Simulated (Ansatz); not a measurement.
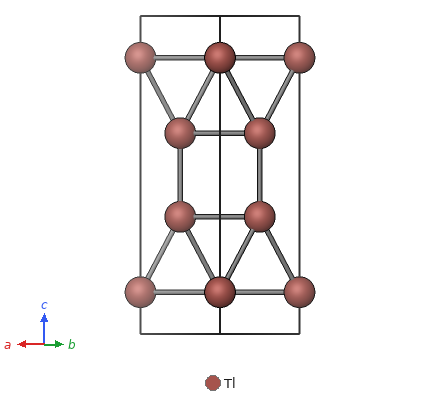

The structure, seen along [110]; the drawing may span several cells.

Given this structure, the geometry relaxed with DFT PBEsol, scalar-relativistic, plane waves, PAW in Ansatz 0.2.0; the starting structure was generated, so it need not be a known form of this composition, written in its standard cell:

```cif
data_structure
_symmetry_space_group_name_H-M 'P 1'
_symmetry_Int_Tables_number 1
_cell_length_a 3.5612
_cell_length_b 5.5156
_cell_length_c 11.9689
_cell_angle_alpha 90.000
_cell_angle_beta 90.000
_cell_angle_gamma 90.000
_cell_volume 235.10
loop_
_atom_site_label
_atom_site_type_symbol
_atom_site_fract_x
_atom_site_fract_y
_atom_site_fract_z
_atom_site_occupancy
Tl1 Tl 0.50000 0.00000 0.36851 1
Tl2 Tl 0.00000 0.00000 0.13149 1
Tl3 Tl 0.50000 0.50000 0.86851 1
Tl4 Tl 0.00000 0.50000 0.63149 1
Tl5 Tl 0.00000 0.00000 0.86851 1
Tl6 Tl 0.50000 0.00000 0.63149 1
Tl7 Tl 0.00000 0.50000 0.36851 1
Tl8 Tl 0.50000 0.50000 0.13149 1
```

> Predict the [110] zone-axis pattern (300 kV, kinematic, B = 0.8 Å²).

The spots form a centred rectangular net whose two shortest vectors correspond to d = 5.98 Å and 2.90 Å, 76.0° apart. They are 0 0 2 (weak) and 1 -1 1. The pattern has symmetry 2mm. The lattice centring (F) removes all reflections that break h + k = 2n, h + l = 2n; reflections such as 2 -2 -2, 2 -2 2 are allowed but too weak to see at this display level.

Strongest reflections with d > 0.98 Å, one of each family (|F|² from tabulated Gaussian fits of the electron scattering factors, times a small damping for the curvature of the Ewald sphere):

```json
{"hkl": "0 0 4", "d (Å)": "2.992", "I (strongest = 100)": "100"}
{"hkl": "1 -1 3", "d (Å)": "2.394", "I (strongest = 100)": "47"}
{"hkl": "1 -1 1", "d (Å)": "2.902", "I (strongest = 100)": "45"}
{"hkl": "2 -2 0", "d (Å)": "1.496", "I (strongest = 100)": "32"}
{"hkl": "0 0 8", "d (Å)": "1.496", "I (strongest = 100)": "28"}
{"hkl": "1 -1 7", "d (Å)": "1.485", "I (strongest = 100)": "24"}
```

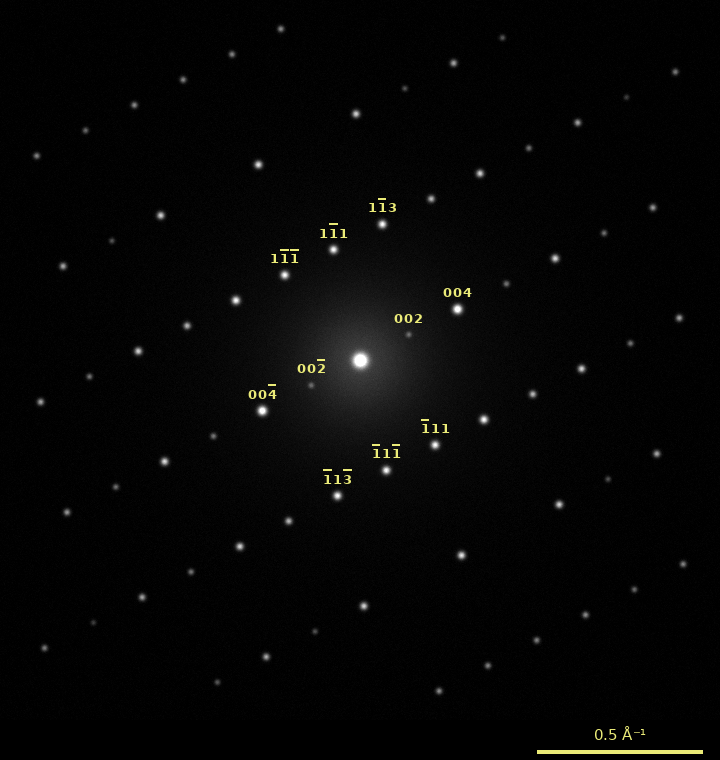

Calculated pattern, seen from the source side with [110] pointing towards the source.
